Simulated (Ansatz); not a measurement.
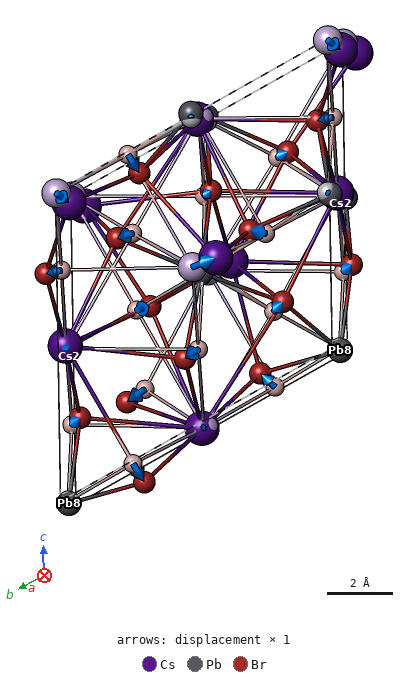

A relaxation of solid CsPbBr3 (set up in P1). The starting structure is drawn faded, the final one solid; blue arrows show the displacements, at their true length.

Style: ball-and-stick. Shown: the cell of the calculation, from a free direction.

All numbers below come from Ansatz 0.2.0, DFT PBEsol, scalar-relativistic, plane waves, PAW. Settings: plane-wave cutoff 420 eV; k-point mesh 2 × 2 × 2; occupations gaussian; smearing width 0.02 eV; mesh shifted by (0.5, 0.5, 0.5); no spin polarisation; atoms relaxed in a fixed cell; force threshold 0.03 eV/Å; at most 25 steps.

Question: Describe the change and its energy.

Answer: Over 12 geometry steps the energy falls by 23.4 meV per atom. The largest force component goes from 0.45 to 0.015 eV/Å. The largest move is that of a Cs atom, 0.94 Å roughly along [−1 −1 0]. Largest moves by element: Cs 0.94 Å, Br 0.78 Å, Pb 0.14 Å. The cell stays as it was. Near-neighbour distances that change, for instance: Br–Cs 4.187 → 5.550 Å, Br–Cs 4.223 → 5.551 Å, Br–Cs 4.089 → 5.407 Å, Br–Cs 4.276 → 5.489 Å. Bonds break: Br–Cs (4.09 → 5.41 Å), Br–Cs (4.19 → 5.55 Å), Br–Cs (4.22 → 5.55 Å). Bond angles that change, for instance: Pb–Br–Pb 178.5° → 151.6°, Cs–Br–Pb 91.3° → 118.1°, Pb–Br–Pb 179.3° → 153.1°. The space group stays P1 (No. 1).
